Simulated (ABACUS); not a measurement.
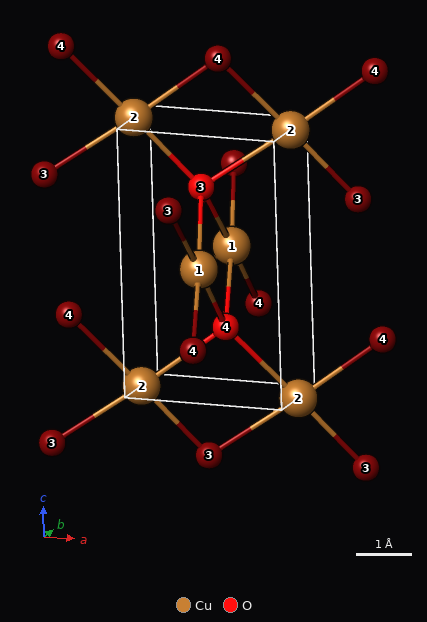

Fig. 1: The structure as given in the input (ball-and-stick view of the cell of the calculation, seen slightly off an axis; neighbours outside the cell are drawn fainter; atoms are numbered from 1 in the order of the input). An atom can appear more than once, as a periodic image. Near neighbours in the periodic cell (some may lie outside the picture): Cu has 4 O at 1.91 to 2.02 Å; O has 4 Cu at 1.91 to 2.02 Å.

# CuO: single-point calculation (part 1 of 2)

- system: CuO (Cc, 4 atoms in the cell)
- method: Kohn-Sham DFT of a periodic cell, PBEsol, PseudoDojo NC SR 0.4.1 PBEsol standard, no spin polarisation (ABACUS 3.10.1)

The structure derives from an entry of the Crystallography Open Database.

**What the program printed**
```
ABACUS v3.10.1

               Atomic-orbital Based Ab-initio Computation at UStc

 ------------------------------------------------------------------------------------

 READING GENERAL INFORMATION
                           global_out_dir = OUT.CuO/
                           global_in_card = INPUT
                               pseudo_dir = ./
                              orbital_dir =
                                    DSIZE = 4
                                    GSIZE = 1

 READING UNITCELL INFORMATION
                                    ntype = 2
                  lattice constant (Bohr) = 1.88973
              lattice constant (Angstrom) = 1

 READING ATOM TYPE 1
                               atom label = Cu
                      L=0, number of zeta = 1
                      L=1, number of zeta = 1
                      L=2, number of zeta = 1
             number of atom for this type = 2

 READING ATOM TYPE 2
                               atom label = O
                      L=0, number of zeta = 1
                      L=1, number of zeta = 1
                      L=2, number of zeta = 1
             number of atom for this type = 2

                        TOTAL ATOM NUMBER = 4
DIRECT COORDINATES
    atom                   x                   y                   z     mag                  vx                  vy                  vz
taud_Cu1            0.4968000000        0.0032000000        0.5000000000  0.0000        0.0000000000        0.0000000000        0.0000000000
taud_Cu2            0.0032000000        0.4968000000        0.0000000000  0.0000        0.0000000000        0.0000000000        0.0000000000
taud_O1            0.4056000000        0.5714000000        0.7537000000  0.0000        0.0000000000        0.0000000000        0.0000000000
taud_O2            0.5714000000        0.4056000000        0.2537000000  0.0000        0.0000000000        0.0000000000        0.0000000000

                          Volume (Bohr^3) = 274.325
                             Volume (A^3) = 40.6507

 Lattice vectors: (Cartesian coordinate: in unit of a_0)
             +2.34465             -1.7134                  +0
             +2.34465             +1.7134                  +0
            -0.860554                  +0            +5.05944
 Reciprocal vectors: (Cartesian coordinate: in unit of 2 pi/a_0)
            +0.213251           -0.291817          +0.0362717
            +0.213251           +0.291817          +0.0362717
                   -0                  -0            +0.19765
 The esolver type has been set to : ksdft_pw

                PAO radial cut off (Bohr) = 7

 Read in pseudopotential file is Cu.upf
                     pseudopotential type = NC
          exchange-correlation functional = PBESOL
                 nonlocal core correction = 1
                        valence electrons = 19
                                     lmax = 2
                           number of zeta = 4
                     number of projectors = 6
                           L of projector = 0
                           L of projector = 0
                           L of projector = 1
                           L of projector = 1
                           L of projector = 2
                           L of projector = 2
                PAO radial cut off (Bohr) = 7

 Read in pseudopotential file is O.upf
                     pseudopotential type = NC
          exchange-correlation functional = PBESOL
                 nonlocal core correction = 1
                        valence electrons = 6
                                     lmax = 2
                           number of zeta = 2
                     number of projectors = 5
                           L of projector = 0
                           L of projector = 0
                           L of projector = 1
                           L of projector = 1
                           L of projector = 2
     initial pseudo atomic orbital number = 28

 SETUP THE ELECTRONS NUMBER
            electron number of element Cu = 19
      total electron number of element Cu = 38
             electron number of element O = 6
       total electron number of element O = 12
            AUTOSET number of electrons:  = 50
                           occupied bands = 25
                                   NBANDS = 30
                                   NLOCAL = 36

%%%%%%%%%%%%%%%%%%%%%%%%%%%%%%%%%%%%%%%%%%%%%%%%%%%%%%%%%%%%%%%%%%%%%%%%%%%%%%%%%%%%%%%%%%%%%%%%%%%%%%%%%%
 Warning: the number of valence electrons in pseudopotential > 11 for Cu: [Ar] 3d10 4s1
 Pseudopotentials with additional electrons can yield (more) accurate outcomes, but may be less efficient.
 If you're confident that your chosen pseudopotential is appropriate, you can safely ignore this warning.
%%%%%%%%%%%%%%%%%%%%%%%%%%%%%%%%%%%%%%%%%%%%%%%%%%%%%%%%%%%%%%%%%%%%%%%%%%%%%%%%%%%%%%%%%%%%%%%%%%%%%%%%%%

 SETUP THE PLANE WAVE BASIS
 energy cutoff for charge/potential (unit:Ry) = 368
            fft grid for charge/potential = [ 36, 36, 60 ]
                        fft grid division = [ 1, 1, 1 ]
        big fft grid for charge/potential = [ 36, 36, 60 ]
                                     nbxx = 19440
                                     nrxx = 19440

 SETUP PLANE WAVES FOR CHARGE/POTENTIAL
                    number of plane waves = 32721
                         number of sticks = 837

 PARALLEL PW FOR CHARGE/POTENTIAL
     PROC   COLUMNS(POT)             PW
        1            209           8181
        2            209           8179
        3            210           8181
        4            209           8180
 --------------- sum -------------------
        4            837          32721
                            number of |g| = 5831
                                  max |g| = 33.2851
                                  min |g| = 0.187167

----------- Double Check Mixing Parameters Begin ------------
mixing_type: broyden
mixing_beta: 0.7
mixing_gg0: 1
mixing_gg0_min: 0.1
mixing_ndim: 8
----------- Double Check Mixing Parameters End ------------

 LATTICE VECTORS: (CARTESIAN COORDINATE: IN UNIT OF A0)
             +2.34465             -1.7134                  +0
             +2.34465             +1.7134                  +0
            -0.860554                  +0            +5.05944
                       right hand lattice = 1
                                   NORM_A = 2.90398
                                   NORM_B = 2.90398
                                   NORM_C = 5.1321
                           ALPHA (DEGREE) = 97.7808
                           BETA  (DEGREE) = 97.7808
                           GAMMA (DEGREE) = 72.3164

 The lattice vectors have been changed (STRU_SIMPLE.cif)

(for optimal symmetric configuration:)
                             BRAVAIS TYPE = 13
                     BRAVAIS LATTICE NAME = 13. Monoclinic A (base-center)
                                    ibrav = 13
                                    IBRAV = 13
                                  BRAVAIS = BASE CENTERED MONOLINIC CELL
                       LATTICE CONSTANT A = 4.6893
                                B/A RATIO = 0.73077
                                C/A RATIO = 2.11275
                                COS(BETA) = -0.859773
Original cell was already a primitive cell.
                        ROTATION MATRICES = 4
              PURE POINT GROUP OPERATIONS = 1
                   SPACE GROUP OPERATIONS = 2
                              POINT GROUP = C_1
                                       C2 = 0
                                       C3 = 0
                                       C4 = 0
                                       C6 = 0
                                       S1 = 1
                                       S3 = 0
                                       S4 = 0
                                       S6 = 0
               POINT GROUP IN SPACE GROUP = C_1h

 SETUP K-POINTS
                                    nspin = 1
                   Input type of k points = Monkhorst-Pack(Gamma)
                                   nkstot = 500
                       right hand lattice = 1
(for reciprocal lattice: )
                             BRAVAIS TYPE = 13
                     BRAVAIS LATTICE NAME = 13. Monoclinic A (base-center)
                                    ibrav = 13
                       right hand lattice = 1
(for k-lattice: )
                             BRAVAIS TYPE = 13
                     BRAVAIS LATTICE NAME = 13. Monoclinic A (base-center)
                                    ibrav = 13
                       right hand lattice = 1
                        ROTATION MATRICES = 4
                               nkstot_ibz = 141
K-POINTS REDUCTION ACCORDING TO SYMMETRY
     IBZ    DIRECT_X    DIRECT_Y    DIRECT_Z  WEIGHT  ibz2bz
       1  0.00000000  0.00000000  0.00000000  0.0020       0
       2  0.10000000  0.00000000  0.00000000  0.0080       1
       3  0.20000000  0.00000000  0.00000000  0.0080       2
       4  0.30000000  0.00000000  0.00000000  0.0080       3
       5  0.40000000  0.00000000  0.00000000  0.0080       4
       6  0.50000000  0.00000000  0.00000000  0.0040       5
       7  0.10000000  0.10000000  0.00000000  0.0040      11
       8  0.20000000  0.10000000  0.00000000  0.0080      12
       9  0.30000000  0.10000000  0.00000000  0.0080      13
      10  0.40000000  0.10000000  0.00000000  0.0080      14
      11  0.50000000  0.10000000  0.00000000  0.0080      15
      12 -0.10000000  0.40000000  0.00000000  0.0080      16
      13 -0.10000000  0.30000000  0.00000000  0.0080      17
      14 -0.10000000  0.20000000  0.00000000  0.0080      18
      15 -0.10000000  0.10000000  0.00000000  0.0040      19
      16  0.20000000  0.20000000  0.00000000  0.0040      22
      17  0.30000000  0.20000000  0.00000000  0.0080      23
      18  0.40000000  0.20000000  0.00000000  0.0080      24
      19  0.50000000  0.20000000  0.00000000  0.0080      25
      20 -0.20000000  0.40000000  0.00000000  0.0080      26
      21 -0.20000000  0.30000000  0.00000000  0.0080      27
      22 -0.20000000  0.20000000  0.00000000  0.0040      28
      23  0.30000000  0.30000000  0.00000000  0.0040      33
      24  0.40000000  0.30000000  0.00000000  0.0080      34
      25  0.50000000  0.30000000  0.00000000  0.0080      35
      26 -0.30000000  0.40000000  0.00000000  0.0080      36
      27 -0.30000000  0.30000000  0.00000000  0.0040      37
      28  0.40000000  0.40000000  0.00000000  0.0040      44
      29  0.50000000  0.40000000  0.00000000  0.0080      45
      30 -0.40000000  0.40000000  0.00000000  0.0040      46
[... 111 further k points ...]

                               nkstot now = 141
[... K-POINTS DIRECT COORDINATES: 141 rows ...]

           k-point number in this process = 141
       minimum distributed K point number = 141
[... stars of the k points ...]

[... K-POINTS CARTESIAN COORDINATES: 141 rows ...]

[... K-POINTS DIRECT COORDINATES: 141 rows ...]

 SETUP PLANE WAVES FOR WAVE FUNCTIONS
     energy cutoff for wavefunc (unit:Ry) = 92
              fft grid for wave functions = [ 36, 36, 60 ]
                    number of plane waves = 5345
                         number of sticks = 249

 PARALLEL PW FOR WAVE FUNCTIONS
     PROC   COLUMNS(POT)             PW
        1             63           1339
        2             62           1335
        3             62           1336
        4             62           1335
 --------------- sum -------------------
        4            249           5345

 SETUP NONLOCAL PSEUDOPOTENTIALS IN PLANE WAVE BASIS
 Cu non-local projectors:
 projector 1 L=0
 projector 2 L=0
 projector 3 L=1
 projector 4 L=1
 projector 5 L=2
 projector 6 L=2
 O non-local projectors:
 projector 1 L=0
 projector 2 L=0
 projector 3 L=1
 projector 4 L=1
 projector 5 L=2
      TOTAL NUMBER OF NONLOCAL PROJECTORS = 62

 Init Non-Local PseudoPotential table :
 Init Non-Local-Pseudopotential done.

                                     npwx = 1034

 Make real space PAO into reciprocal space.
       max mesh points in Pseudopotential = 701
     dq(describe PAO in reciprocal space) = 0.01
                                    max q = 1155

 number of pseudo atomic orbitals for Cu is 4
WARNING: norm of atomic wavefunction # 3 of atomic type Cu is 0.999944, renormalized
WARNING: norm of atomic wavefunction # 4 of atomic type Cu is 0.996041, renormalized

 number of pseudo atomic orbitals for O is 2
WARNING: norm of atomic wavefunction # 2 of atomic type O is 0.999978, renormalized

 -------------------------------------------
 SELF-CONSISTENT
 -------------------------------------------
                                 init_chg = atomic

 PW ALGORITHM --------------- ION=   1  ELEC=   1--------------------------------

 Density error is 2.02675044379
                          Error Threshold = 0.01
----------------------------------------------------------
     Energy           Rydberg                 eV
----------------------------------------------------------
 E_KohnSham     -822.4726233655      -11190.3141267787
 E_Harris       -849.1300908117      -11553.0075782966
 E_Fermi        1.0427861819         14.1878338694
----------------------------------------------------------

 PW ALGORITHM --------------- ION=   1  ELEC=   2--------------------------------

 Density error is 4.84656188819
                          Error Threshold = 0.00405350088757
----------------------------------------------------------
     Energy           Rydberg                 eV
----------------------------------------------------------
 E_KohnSham     -822.9130928825      -11196.3070220058
 E_Harris       -785.1674179488      -10682.7507680506
 E_Fermi        0.9616758603         13.0842713288
----------------------------------------------------------

 PW ALGORITHM --------------- ION=   1  ELEC=   3--------------------------------

 Density error is 0.0162218382525
                          Error Threshold = 0.00405350088757
----------------------------------------------------------
     Energy           Rydberg                 eV
```
